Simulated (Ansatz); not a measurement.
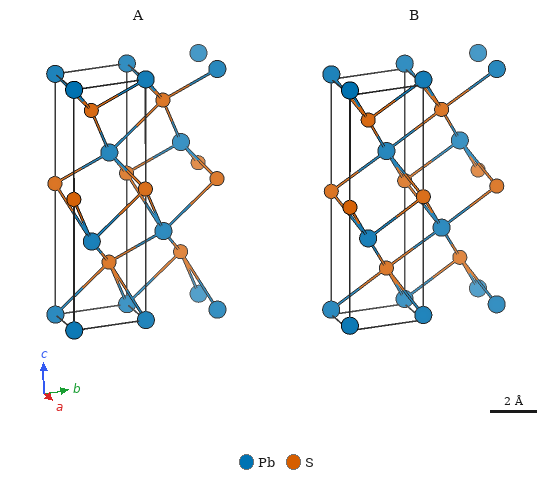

Two geometries of a crystal of PbS (a generated structure, set up in Cm) (coarse preliminary run), drawn at one scale. One is the start of a relaxation, the other its converged end. Style: ball-and-stick. Shown: the conventional cell (3 times the calculation's cell), repeated 1 × 2 × 1 with one cell outlined, slightly off an axis. Lengths and directions refer to the drawn axes.

The calculation used Ansatz, DFT PBE, scalar-relativistic, plane waves, PAW. (plane-wave cutoff 420 eV; k-point mesh 6 × 6 × 6; occupations gaussian; smearing width 0.1 eV; no spin polarisation; cell and atoms relaxed; force threshold 0.04 eV/Å; at most 70 steps)

### Which one is relaxed?

Structure B is the relaxed one. After 4 accepted moves (5 points after the start) the energy has fallen by 55.1 meV per atom. Largest force component: 0.73 eV/Å at the start, 0.00096 eV/Å at the end. The pressure goes from 4.24 to 0.04 GPa. At 1 point the geometry stayed and the basis and grid were re-selected for the new cell (energy shift of less than 0.05 meV per atom at most each time). The largest moves relative to the cell, 0.22 Å, are those of Pb and S atoms. Largest moves by element: Pb 0.22 Å, S 0.22 Å. The volume changes by +1.6 %, with a 4.178 → 4.246 Å (+1.6 %), b 4.142 → 4.246 Å (+2.5 %), c 10.645 → 10.411 Å (−2.2 %), β 90.2° → 90.0°, γ 119.7° → 120.0°. Near-neighbour distances that change, for instance: Pb–S 3.324 → 3.019 Å, Pb–S 2.730 → 2.988 Å, Pb–S 3.272 → 3.020 Å. Bond angles that change, for instance: S–Pb–S 99.6° → 90.6°, Pb–S–Pb 99.6° → 90.6°, S–Pb–S 98.2° → 90.6°. The space group (tolerance 0.01 Å) goes from Cm (No. 8) to R3m (No. 160).
